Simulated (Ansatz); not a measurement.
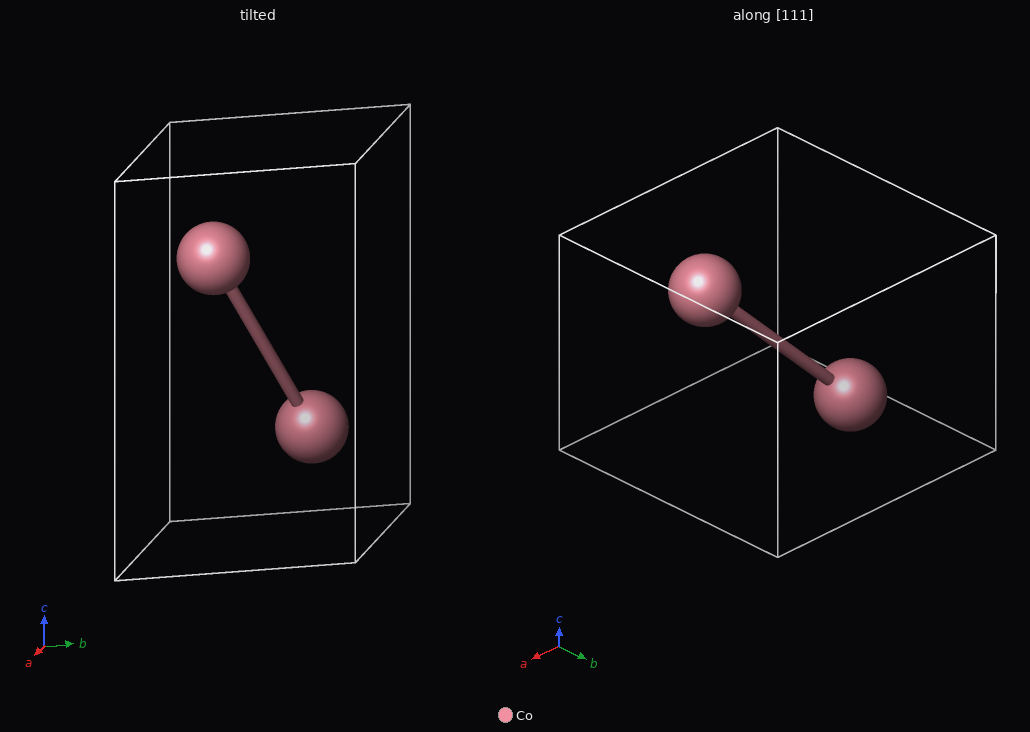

View slightly off an axis and along [111], drawn as a ball-and-stick model. Thin lines show the conventional unit cell, with boundary atoms drawn in all their periodic places. Cell: a = 2.473 Å, b = 2.473 Å, c = 4.035 Å, α = 90.00°, β = 90.00°, γ = 120.00°.

Caption:

- The element is cobalt.
- The structure has P-3m1 (No. 164) symmetry and a primitive hexagonal lattice.
- The cell holds two atoms.
- The Co atoms are each bonded to twelve Co in an anticuboctahedral arrangement at about 2.4 to 2.5 Å.
- The bonds build a three-dimensional framework.

Source of the structure: a structure listed in the Materials Project. Earlier steps of the study, as a rule a relaxation of our own, may have changed the cell and positions, so they can lie some per cent off the listed ones. It was set up as input for a calculation with Ansatz.
